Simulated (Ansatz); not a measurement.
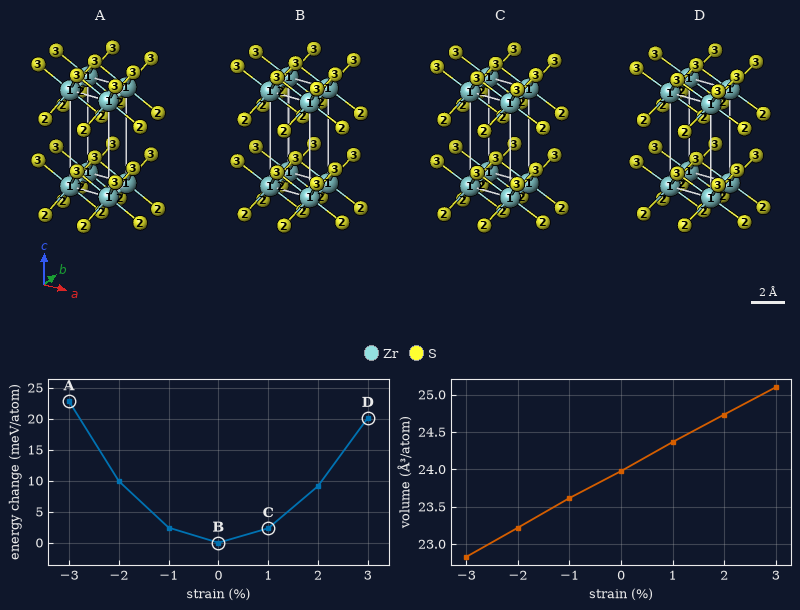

Members of a series of calculations on solid ZrS2 (set up in P-3m1), marked on the first curve. The picture is a ball-and-stick view of the cell of the calculation, seen slightly off an axis.

Computed with Ansatz, DFT r2SCAN, scalar-relativistic, plane waves, PAW. Set-up: plane-wave cutoff 500 eV; k-point mesh 12 × 12 × 6; occupations gaussian; smearing width 0.02 eV; no spin polarisation.

Q: Which kind of strain is it, and how does the structure respond?

A: Biaxial strain in the a–b plane, c and atoms relaxed. A (strain −3.0 %): energy change 22.8 meV/atom, volume 22.83 Å³ per atom. B (strain 0.0 %): energy change 0.0 meV/atom, volume 23.98 Å³ per atom. C (strain 1.0 %): energy change 2.3 meV/atom, volume 24.36 Å³ per atom. D (strain 3.0 %): energy change 20.1 meV/atom, volume 25.10 Å³ per atom. The rest compares A with D. Cell: a = b 3.580 → 3.802 Å (+6.2 %), c 6.169 → 6.016 Å (−2.5 %). Volume +9.9 %. Near-neighbour distances before and after: S–Zr 2.546 → 2.595 Å.

Limits of the set-up: layers or molecules are held without a dispersion correction, so their spacing is unreliable.
